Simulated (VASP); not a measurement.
**Dielectric calculation, with input and output: CdTe**

System: CdTe (F-43m, 2 atoms in the cell).
Method: Kohn-Sham DFT of a periodic cell, PBE, VASP PAW PBE potentials, recommended, no spin polarisation (VASP 6.6.1).

The structure derives from an entry of the Crystallography Open Database. It belongs to a series of runs on one base structure; here: grid = ENCUT=350 k=9x9x9 EDIFF=1e-08 PREC=Accurate LREAL=Auto SIGMA=0.01.

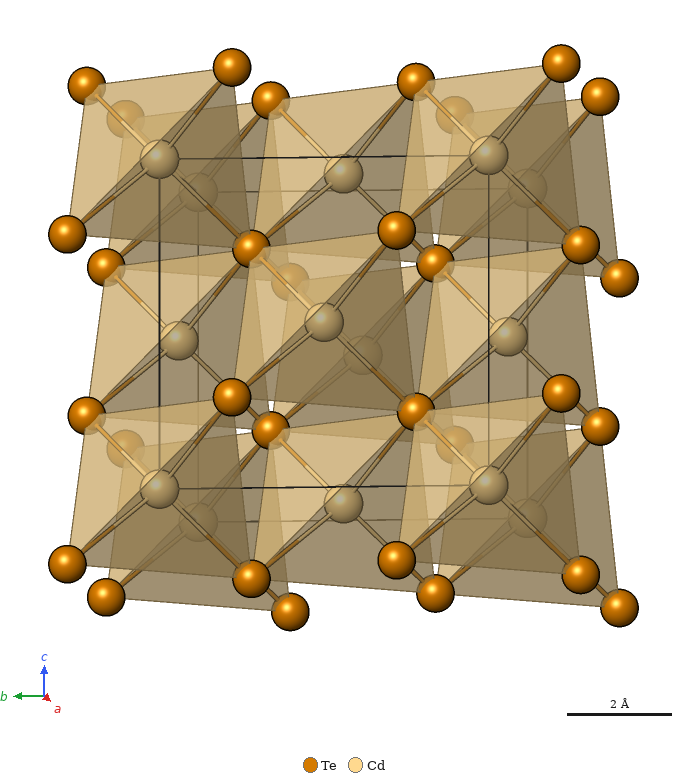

Figure 1. The input geometry (polyhedral view of the cell 4 times as large as that of the calculation, set on its symmetry axes, seen at an oblique angle; polyhedra are completed across the faces of the cell).

### Results in brief

```csv
quantity,value
outcome,converged
space group (tolerance 0.01 Å),F-43m (216)
electrons treated,18
Fermi energy of the self-consistent step,2.736 eV
gap on the k-point mesh,0.87 eV
"ε∞ (xx, yy, zz)","9.36, 9.36, 9.36"
hardware,"1 thread of Intel Xeon (Granite Rapids), 192 GiB of memory available, shared host"
wall time,3.7 min
peak memory,0.25 GiB
```

### Notes

Settings chosen away from the usual ones: grid = ENCUT=350 k=9x9x9 EDIFF=1e-08 PREC=Accurate LREAL=Auto SIGMA=0.01. The settings depart from the standard set-up of this series, which can bear on the numbers.

### INCAR
```
SYSTEM = CdTe
PREC = Accurate ; ENCUT = 350
EDIFF = 1E-8 ; ISMEAR = 0
SIGMA = 0.01 ; LREAL = Auto
LASPH = .True. ; NELM = 100
ALGO = Normal ; ISIF = 2
LWAVE = .False. ; LCHARG = .False.
GGA = PE ; LEPSILON = .True.
```

### KPOINTS
```
Automatic mesh
0
Gamma
  9 9 9
  0 0 0
```

### POSCAR
```
CdTe
1.0
    0.0000000000      3.2050000000      3.2050000000
    3.2050000000      0.0000000000      3.2050000000
    3.2050000000      3.2050000000      0.0000000000
Te Cd
1 1
Direct
    0.7500000000      0.7500000000      0.7500000000
    0.0000000000      0.0000000000      0.0000000000
```

Launch command:
```bash
cat potpaw_PBE.64/Te/POTCAR potpaw_PBE.64/Cd/POTCAR > POTCAR
mpirun -np 1 vasp_std > vasp.out
```

### OSZICAR
```
N       E                     dE             d eps       ncg     rms          rms(c)
DAV:   1     0.825891230407E+02    0.82589E+02   -0.68593E+03   926   0.875E+02
DAV:   2    -0.200674668625E+01   -0.84596E+02   -0.82043E+02  1070   0.246E+02
DAV:   3    -0.492584979987E+01   -0.29191E+01   -0.29153E+01  1055   0.489E+01
DAV:   4    -0.495386574882E+01   -0.28016E-01   -0.28014E-01  1315   0.405E+00
DAV:   5    -0.495392265141E+01   -0.56903E-04   -0.56903E-04  1095   0.168E-01    0.618E+00
DAV:   6    -0.474118139002E+01    0.21274E+00   -0.44286E-01  1010   0.897E+00    0.497E+00
DAV:   7    -0.472424486230E+01    0.16937E-01   -0.12651E-01  1045   0.263E+00    0.181E+00
DAV:   8    -0.472471568170E+01   -0.47082E-03   -0.11613E-02   925   0.149E+00    0.536E-01
DAV:   9    -0.472499230649E+01   -0.27662E-03   -0.98437E-04  1063   0.377E-01    0.129E-01
DAV:  10    -0.472505220514E+01   -0.59899E-04   -0.12633E-04   990   0.115E-01    0.543E-02
[... 110 further cycles ...]
RMM:   4    -0.160974577089E+01   -0.60421E-01   -0.64769E-02  5142   0.140E+00    0.213E-01
RMM:   5    -0.163901317595E+01   -0.29267E-01   -0.30256E-03  5152   0.335E-01    0.330E-02
RMM:   6    -0.164278135328E+01   -0.37682E-02   -0.13469E-04  5281   0.704E-02    0.238E-02
RMM:   7    -0.164472800401E+01   -0.19467E-02   -0.44709E-05  5012   0.381E-02    0.542E-03
RMM:   8    -0.164492136523E+01   -0.19336E-03   -0.89839E-07  5382   0.780E-03    0.150E-03
RMM:   9    -0.164498794299E+01   -0.66578E-04   -0.10581E-06  4695   0.428E-03    0.341E-04
RMM:  10    -0.164500052667E+01   -0.12584E-04    0.89906E-07  5580   0.649E-04    0.163E-04
RMM:  11    -0.164499627557E+01    0.42511E-05    0.31414E-07  5066   0.336E-04    0.760E-05
RMM:  12    -0.164499422609E+01    0.20495E-05    0.37086E-07  3852   0.951E-05    0.264E-05
RMM:  13    -0.164499401222E+01    0.21388E-06   -0.55265E-09  2504   0.561E-05    0.478E-06
```

### Parts of OUTCAR
```
SYSTEM = CdTe
   PREC = Accurate
   ENCUT = 350
   EDIFF = 1E-8
   ISMEAR = 0
   LREAL = Auto
   LASPH = .True.
   NELM = 100
   ISIF = 2
   GGA = PE
   LEPSILON = .True.

 Found     35 irreducible k-points:

 Following reciprocal coordinates:
            Coordinates               Weight
  0.000000  0.000000  0.000000      1.000000
  0.111111  0.000000  0.000000      8.000000
  0.222222  0.000000  0.000000      8.000000
  0.333333  0.000000  0.000000      8.000000
  0.444444  0.000000  0.000000      8.000000
  0.111111  0.111111  0.000000      6.000000
   k-points           NKPTS =     35   k-points in BZ     NKDIM =     35   number of bands    NBANDS=     13
   number of dos      NEDOS =    301   number of ions     NIONS =      2
   total plane-waves  NPLWV =  21952
   dimension x,y,z NGX =    28 NGY =   28 NGZ =   28
   dimension x,y,z NGXF=    56 NGYF=   56 NGZF=   56
   ions per type =               1   1
   NGX,Y,Z   is equivalent  to a cutoff of  10.27, 10.27, 10.27 a.u.
   NGXF,Y,Z  is equivalent  to a cutoff of  20.54, 20.54, 20.54 a.u.
 SYSTEM =  CdTe
   PREC   = accura    normal or accurate (medium, high low for compatibility)
   ISTART =      0    job   : 0-new  1-cont  2-samecut
   ICHARG =      2    charge: 1-file 2-atom 10-const
   ISPIN  =      1    spin polarized calculation?
   LNONCOLLINEAR =      F non collinear calculations
   LSORBIT =      F    spin-orbit coupling
   LASPH  =      T    aspherical Exc in radial PAW
   ENCUT  =  350.0 eV  25.72 Ry    5.07 a.u.   6.91  6.91  6.91*2*pi/ulx,y,z
   NELM   =    100;   NELMIN=  2; NELMDL= -5     # of ELM steps
   EDIFF  = 0.1E-07   stopping-criterion for ELM
   LREAL  =      T    real-space projection
   EDIFFG = 0.1E-06   stopping-criterion for IOM
   NSW    =      0    number of steps for IOM
   IBRION =     -1    ionic relax: 0-MD 1-quasi-New 2-CG
   NFREE  =      0    steps in history (QN), initial steepest desc. (CG)
   ISIF   =      2    stress and relaxation
   ISYM   =      2    0-nonsym 1-usesym 2-fastsym
   POTIM  = 0.5000    time-step for ionic-motion
   TEBEG  =    0.0;   TEEND  =   0.0 temperature during run
   PSTRESS=    0.0 pullay stress
   NELECT =      18.0000    total number of electrons
   NUPDOWN=      -1.0000    fix difference up-down
   EMIN   =  10.00;   EMAX   =-10.00  energy-range for DOS
   EFERMI =   0.00;   METHOD = LEGACY
   ISMEAR =     0;   SIGMA  =   0.01  broadening in eV -4-tet -1-fermi 0-gaus
   EFERMI_NEDOS =   21; number of points for ismear=-14 and -15
   IALGO  =     38    algorithm
   IMIX   =      4    mixing-type and parameters
     AMIX     =   0.40;   BMIX     =  1.00
     AMIX_MAG =   1.60;   BMIX_MAG =  1.00
  volume/ion in A,a.u.               =      32.92       222.17
  Fermi-wavevector in a.u.,A,eV,Ry     =   1.062497  2.007828 15.359610  1.128899
  Thomas-Fermi vector in A             =   2.197950
   LORBIT       =      0    0 simple, 1 ext, 2 COOP (PROOUT), +10 PAW based schemes
   GGA     = PE    functional components
   LHFCALC =     F    Hartree Fock is set to
   AEXX    =    0.0000 exact exchange contribution
   IVDW    =     0    specifies the selected vdW correction
   LEPSILON=     T    determine dielectric tensor
   LRPA    =     F    only Hartree local field effects (RPA)
 non-spin polarized calculation
 Gauss-broadening in eV      SIGMA  =   0.01
  energy-cutoff  :      350.00
  volume of cell :       65.84
 maximum number of plane-waves:      1002
   NGX = 13   NGY = 13   NGZ = 13

--------------------------------------- Ionic step        1  -------------------------------------------

 number of electron      18.0000011 magnetization

 E-fermi :   2.7359     XC(G=0):  -8.7325     alpha+bet : -7.6781

 val. band max:        2.6561499545   @ k =   0.0000   0.0000   0.0000
 cond. band min:       3.5257334484   @ k =   0.0000   0.0000   0.0000
 fundamental gap:      0.8695834940
 Fermi energy:         2.7359040661

 k-point     1 :       0.0000    0.0000    0.0000
  band No.  band energies     occupation
      1      -8.7150      2.00000
      2      -5.7387      2.00000
      3      -5.7387      2.00000
      4      -5.7387      2.00000
      5      -5.4523      2.00000
      6      -5.4523      2.00000
      7       2.6561      2.00000
      8       2.6561      2.00000
      9       2.6561      2.00000
     10       3.5257      0.00000
     11       7.2310      0.00000
     12       7.2310      0.00000
     13       7.2310      0.00000

 k-point     2 :       0.1111    0.0000    0.0000
  band No.  band energies     occupation
      1      -8.6647      2.00000
      2      -5.7291      2.00000
      3      -5.7291      2.00000
      4      -5.7024      2.00000
      5      -5.4533      2.00000
      6      -5.4533      2.00000
      7       1.5856      2.00000
      8       2.5371      2.00000
      9       2.5371      2.00000
     10       4.3019      0.00000
     11       7.2143      0.00000
     12       7.4115      0.00000
     13       7.4115      0.00000

 k-point     3 :       0.2222    0.0000    0.0000
  band No.  band energies     occupation
      1      -8.5366      2.00000
      2      -5.7061      2.00000
      3      -5.7061      2.00000
      4      -5.5786      2.00000
      5      -5.4537      2.00000
      6      -5.4536      2.00000
      7       0.1739      2.00000
      8       2.2691      2.00000
      9       2.2691      2.00000
     10       4.6975      0.00000
     11       7.7431      0.00000
     12       7.7431      0.00000
     13       7.8149      0.00000

 k-point     4 :       0.3333    0.0000    0.0000
  band No.  band energies     occupation
      1      -8.3914      2.00000
      2      -5.6833      2.00000
      3      -5.6833      2.00000
      4      -5.4497      2.00000
      5      -5.4497      2.00000
      6      -5.3537      2.00000
      7      -1.0625      2.00000
      8       2.0056      2.00000
      9       2.0056      2.00000
     10       4.6222      0.00000
     11       7.8708      0.00000
     12       7.8708      0.00000
     13       9.0175      0.00000

 k-point     5 :       0.4444    0.0000    0.0000
  band No.  band energies     occupation
      1      -8.2983      2.00000
      2      -5.6711      2.00000
      3      -5.6711      2.00000
      4      -5.4440      2.00000
      5      -5.4440      2.00000
      6      -5.1161      2.00000
      7      -1.8514      2.00000
      8       1.8504      2.00000
      9       1.8504      2.00000
     10       4.5193      0.00000
     11       7.8371      0.00000
     12       7.8371      0.00000
     13       9.7177      0.00000

 k-point     6 :       0.1111    0.1111    0.0000
  band No.  band energies     occupation
      1      -8.6480      2.00000
      2      -5.7200      2.00000
      3      -5.7200      2.00000
      4      -5.7024      2.00000
      5      -5.4586      2.00000
      6      -5.4485      2.00000
      7       1.5625      2.00000
      8       2.3281      2.00000
      9       2.3281      2.00000
     10       4.6409      0.00000
     11       6.7134      0.00000
     12       7.7137      0.00000
     13       7.7137      0.00000

 [... further k-points ...]

  FORCE on cell =-STRESS in cart. coord.  units (eV):
  Direction    XX          YY          ZZ          XY          YZ          ZX
  --------------------------------------------------------------------------------------
  -------------------------------------------------------------------------------------
  Total        1.6785796      1.6785796      1.6785796      0.0000000      0.0000000      0.0000000
  in kB       40.8449546     40.8449546     40.8449546      0.0000000      0.0000000      0.0000000
  external PRESSURE =      40.8449546 kB  Pullay stress =       0.0000000 kB

 VOLUME and BASIS-vectors are now :
 -----------------------------------------------------------------------------
  energy-cutoff  :      350.00
  volume of cell :       65.84
      direct lattice vectors                 reciprocal lattice vectors
     0.000000000  3.205000000  3.205000000    -0.156006240  0.156006240  0.156006240
     3.205000000  0.000000000  3.205000000     0.156006240 -0.156006240  0.156006240
     3.205000000  3.205000000  0.000000000     0.156006240  0.156006240 -0.156006240

 POSITION                                       TOTAL-FORCE (eV/Angst)
 -----------------------------------------------------------------------------------
      4.80750      4.80750      4.80750        -0.000000     -0.000000     -0.000000
      0.00000      0.00000      0.00000         0.000000      0.000000      0.000000
 -----------------------------------------------------------------------------------
    total drift:                                0.000002      0.000002      0.000003

  FREE ENERGIE OF THE ION-ELECTRON SYSTEM (eV)
  ---------------------------------------------------
  free  energy   TOTEN  =        -4.7250896168 eV

  energy  without entropy=       -4.7250896168  energy(sigma->0) =       -4.72508962

 HEAD OF MICROSCOPIC STATIC DIELECTRIC TENSOR (INDEPENDENT PARTICLE, excluding Hartree and local field effects)
 ------------------------------------------------------
           9.741497    -0.000000     0.000000
           0.000000     9.741497    -0.000000
          -0.000000     0.000000     9.741497
 ------------------------------------------------------

 Free energy of the ion-electron system (eV)
  ---------------------------------------------------
  ---------------------------------------------------
  free energy    TOTEN  =        -1.64499287 eV

  energy without entropy =       -1.64499287

------------------------ aborting loop because EDIFF is reached ----------------------------------------

--------------------------------------- Ionic step        2  -------------------------------------------

------------------------ aborting loop because EDIFF is reached ----------------------------------------

--------------------------------------- Ionic step        3  -------------------------------------------

 Free energy of the ion-electron system (eV)
  ---------------------------------------------------
  ---------------------------------------------------
  free energy    TOTEN  =        -1.64499401 eV

  energy without entropy =       -1.64499401

------------------------ aborting loop because EDIFF is reached ----------------------------------------

 PIEZOELECTRIC TENSOR FIELD DIRECTION 3  (e Angst)
 -----------------------------------------------------------------------------
    -0.00149  2.44954  0.00000           (  0.00000 -0.07150  0.00000)
     2.44954 -0.00149  0.00000           ( -0.07150  0.00000  0.00000)
     0.00000  0.00000 -0.00065           (  0.00000  0.00000  0.00000)

 PIEZOELECTRIC TENSOR FIELD DIRECTION 3  (C/m^2)
 -----------------------------------------------------------------------------
    -0.00036  0.59605  0.00000
     0.59605 -0.00036  0.00000
     0.00000  0.00000 -0.00016

 MACROSCOPIC STATIC DIELECTRIC TENSOR (including local field effects in DFT)
 ------------------------------------------------------
           9.355652     0.000000     0.000000
           0.000000     9.355652     0.000000
          -0.000000     0.000000     9.355652
 ------------------------------------------------------

 PIEZOELECTRIC TENSOR (including local field effects)  for field in x, y, z        (e  Angst)
          XX          YY          ZZ          XY          YZ          ZX
  --------------------------------------------------------------------------------
  x    -0.00000     0.00000     0.00000     0.00000     2.46831     0.00000
  y     0.00000     0.00000     0.00000     0.00000     0.00000     2.46831
  z     0.00000     0.00000     0.00000     2.46831     0.00000     0.00000

 PIEZOELECTRIC TENSOR (including local field effects)  for field in x, y, z        (C/m^2)
          XX          YY          ZZ          XY          YZ          ZX
  --------------------------------------------------------------------------------
  x    -0.00000     0.00000     0.00000     0.00000     0.60061     0.00000
  y     0.00000     0.00000     0.00000     0.00000     0.00000     0.60061
  z     0.00000     0.00000     0.00000     0.60061     0.00000     0.00000

 BORN EFFECTIVE CHARGES (including local field effects) (in |e|, cummulative output)
 ---------------------------------------------------------------------------------
 ion    1
    1    -2.15650    -0.00000    -0.00000
    2    -0.00000    -2.15650    -0.00000
    3    -0.00000    -0.00000    -2.15650
 ion    2
    1     2.15650     0.00000     0.00000
    2     0.00000     2.15650     0.00000
    3     0.00000     0.00000     2.15650
```

### CONTCAR
```
CdTe
   1.00000000000000
     0.0000000000000000    3.2050000000000001    3.2050000000000001
     3.2050000000000001    0.0000000000000000    3.2050000000000001
     3.2050000000000001    3.2050000000000001    0.0000000000000000
  Te              Cd
     1     1
Direct
     0.7500000000000000    0.7500000000000000    0.7500000000000000
     0.0000000000000000    0.0000000000000000    0.0000000000000000

  0.00000000E+00  0.00000000E+00  0.00000000E+00
  0.00000000E+00  0.00000000E+00  0.00000000E+00
```
